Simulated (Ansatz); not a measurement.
```
CELL_PARAMETERS angstrom
6.38492 0.00001 0.00000
-3.19245 5.52945 -0.00001
0.00000 -0.00002 10.34688
ATOMIC_POSITIONS crystal
Zn 0.16806 0.83194 0.25234
Zn 0.00000 0.00000 0.50136
Zn 0.16680 0.83319 0.74795
Zn 0.99648 0.49824 0.00229
Zn 0.16807 0.33614 0.25234
Zn 0.00009 0.50005 0.50101
Zn 0.16680 0.33360 0.74795
Zn 0.50175 0.00350 0.00229
Zn 0.66389 0.83196 0.25234
Zn 0.49995 0.99990 0.50101
Zn 0.66639 0.83321 0.74795
Zn 0.50174 0.49825 0.00229
Zn 0.66666 0.33335 0.25318
Zn 0.49994 0.50006 0.50102
Zn 0.66667 0.33334 0.74924
Ga 0.00000 0.00000 0.00048
O 0.00000 0.00000 0.18076
O 0.16626 0.83374 0.43947
O 0.99999 0.99999 0.69087
O 0.16030 0.83970 0.94231
O 0.99969 0.49984 0.18949
O 0.16625 0.33252 0.43947
O 0.00079 0.50039 0.69090
O 0.16030 0.32060 0.94231
O 0.50015 0.00031 0.18949
O 0.66748 0.83374 0.43947
O 0.49960 0.99921 0.69089
O 0.67940 0.83971 0.94231
O 0.50015 0.49985 0.18949
O 0.66666 0.33334 0.44109
O 0.49960 0.50040 0.69090
O 0.66666 0.33334 0.93872
```

Space group P3m1; computed without spin polarisation.

Level of theory: DFT LDA, scalar-relativistic, plane waves, PAW (Ansatz 0.2.0).

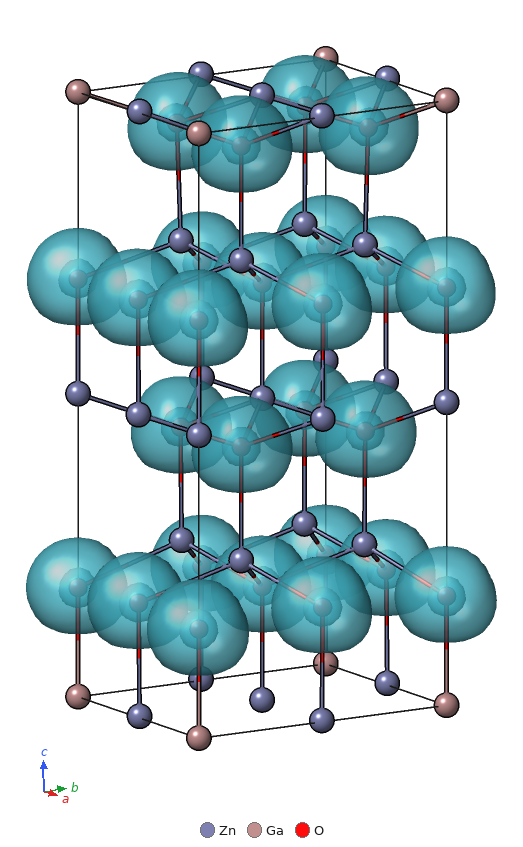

Zn15GaO16. Isosurface of the electron localisation function at 0.65 (cyan), seen slightly off an axis. Core shells and regions of very low density are left out. Sticks mark near contacts.

Describe the localisation domains.

At this value the surface marks out 16 regions wrapped around O (the valence shell of each), counted in one cell of 32 atoms. Regions shared between cells count once.

Values along the shortest contacts:
Ga–O (1.87 Å): the ELF peaks at about 0.85 in the valence shell of O, 0.6 Å from its nucleus, and is about 0.40 at the midpoint. Zn–O (1.93 Å): the ELF peaks at about 0.85 in the valence shell of O, 0.6 Å from its nucleus, and is about 0.25 at the midpoint (no localised pair shows between them).

Does the calculation make it a metal, or give it a gap?

It is gapless in this calculation (a metal or semimetal).
